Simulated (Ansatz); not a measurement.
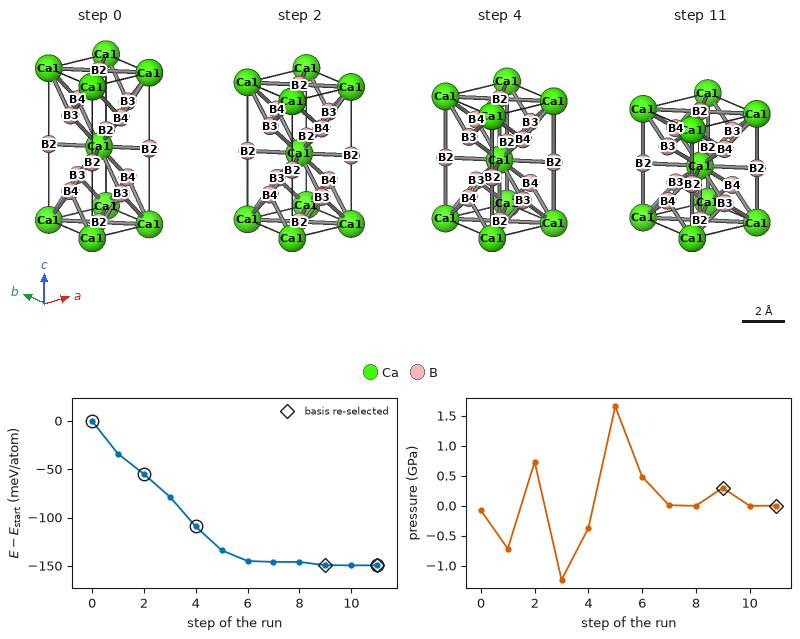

Frames of a relaxation of crystalline CaB₃ (built on the TiAl3 (D0_22)_139 type), marked on the history of the run. A ball-and-stick model of the conventional cell (2 times the calculation's cell), seen from a free direction. Lengths and directions refer to the drawn axes.

Case: TiAl3 (D0_22) type (I4/mmm, No. 139).

All numbers below come from Ansatz 0.2.0, DFT PBE, scalar-relativistic, plane waves, PAW.

Input file:
```yaml
crystal:
  lattice:
    - [-1.7494337605, 1.7494337605, 3.9078260625]
    - [1.7494337605, -1.7494337605, 3.9078260625]
    - [1.7494337605, 1.7494337605, -3.9078260625]
  atoms:
    - { symbol: Ca, position: [0.0, 0.0, 0.0] }
    - { symbol: B, position: [0.5, 0.5, 0.0] }
    - { symbol: B, position: [0.25, 0.75, 0.5] }
    - { symbol: B, position: [0.75, 0.25, 0.5] }
basis:
  ecutwfc: 420
kpoints:
  mp_grid: { grid: [18, 18, 18] }
hamiltonian:
  xc: pbe
scf:
  occupations: { method: gaussian, width: 0.1 }
output:
  forces: true
  stress: true
  eigenvalues: true
relax:
  adjacent_minimum: "off"
  f_tol: 0.01
  max_steps: 80
  cell: { stress_tol: 0.05 }
```

Launched with:
```bash
ansatz run input.yaml --threads 1 --pin off --max-ram 2560MiB --backend cpu --events-out ev --progress --plain --runs-dir out
```

Question: Describe the path.

Answer: Over 9 accepted moves (11 points after the start) the energy falls by 150 meV per atom. All forces vanish by symmetry, so only the cell relaxes. The pressure goes from −0.08 to 0.00 GPa. At 2 points the geometry stayed and the basis and grid were re-selected for the new cell (energy shift of 3.4 meV per atom at most each time). The atoms keep their places relative to the cell (all moves are under 0.005 Å). The volume changes by −8.5 %, with a = b 3.499 → 3.956 Å (+13.1 %), c 7.816 → 5.596 Å (−28.4 %). Near-neighbour distances that change, for instance: Ca1–B2 3.908 → 2.798 Å, Ca1–Ca1 3.499 → 3.956 Å, Ca1–B2 (another image) 2.474 → 2.797 Å, Ca1–B3 2.623 → 2.423 Å. New bonds form: Ca1–B2 (3.91 → 2.80 Å). Among the angles between lasting bonds that change: Ca1–B4–Ca1 83.7° → 109.5°, Ca1–B4–Ca1 123.7° → 109.5°. The space group (tolerance 0.01 Å) goes from I4/mmm (No. 139) to Fm-3m (No. 225). The run took 110 s on 1 thread of Intel(R) Xeon(R) 6975P-C (Granite Rapids), with other jobs on the host, peak memory 0.7 GiB. From step 0 to 2: volume −4.1 %, energy −54.9 meV per atom. From step 2 to 4: volume −2.7 %, energy −54.3 meV per atom. From step 4 to 11: volume −1.9 %, energy −40.3 meV per atom.

```csv
step,"E − E(0), meV/atom","pressure, GPa","volume, Å³/atom",note
0,0.00,-0.08,11.960,
1,-34.02,-0.72,11.849,
2,-54.95,0.73,11.467,
3,-78.43,-1.24,11.504,
4,-109.25,-0.37,11.155,
5,-133.90,1.66,10.773,
6,-145.03,0.49,10.848,
7,-145.96,0.01,10.908,
8,-145.96,0.00,10.909,
9,-149.41,0.30,10.909,"same geometry, new basis"
10,-149.49,0.00,10.945,
11,-149.52,0.00,10.945,"same geometry, new basis"
```
